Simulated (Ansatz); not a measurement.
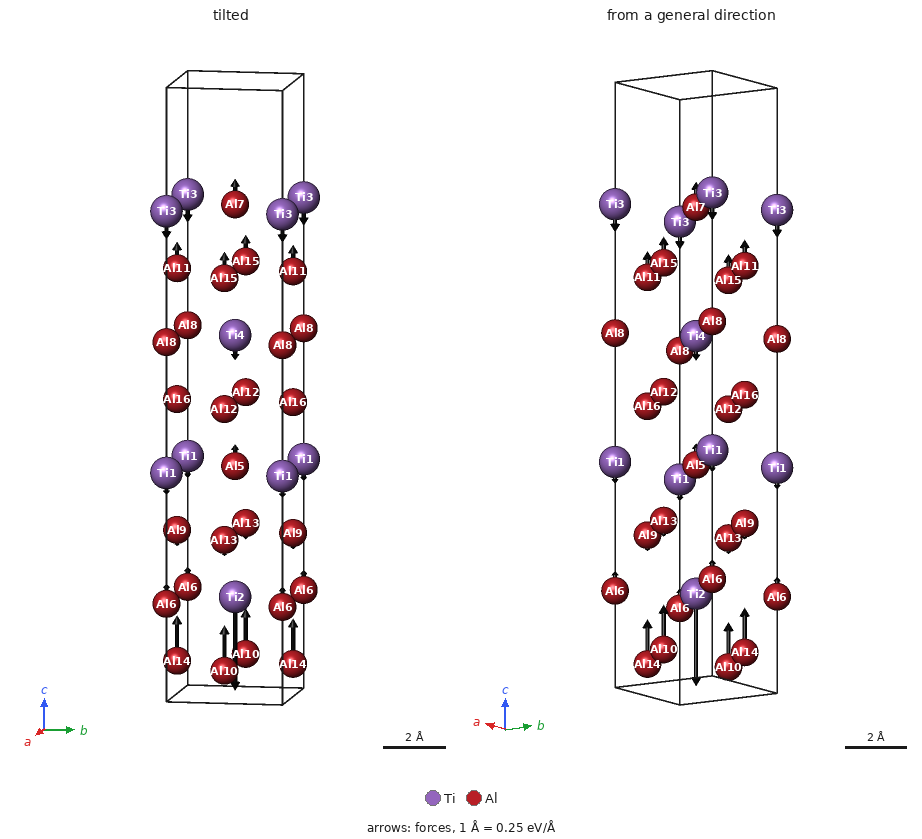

The structure above is drawn in spheres-only style and viewed slightly off an axis and from a general direction. The wireframe shows the simulation cell. The arrows are the computed forces on the atoms.

System: TiAl₃. Electronic-structure method: Ansatz 0.2.0, DFT PBE, scalar-relativistic, plane waves, PAW. Parameters: a 420 eV plane-wave basis, a 12×12×3 k-point grid, Gaussian smearing of 0.15 eV, no spin polarisation.

> Is this geometry relaxed?

No. The atoms still feel forces of up to about 0.65 eV/Å, far above a usual threshold of 0.01 to 0.03 eV/Å.

> Identify the atom with the maximum force.

Ti2, about 0.65 eV/Å.

Provenance: a structure listed in the Materials Project. The cell was then strained or its atoms displaced on purpose. It went into a calculation with Ansatz.
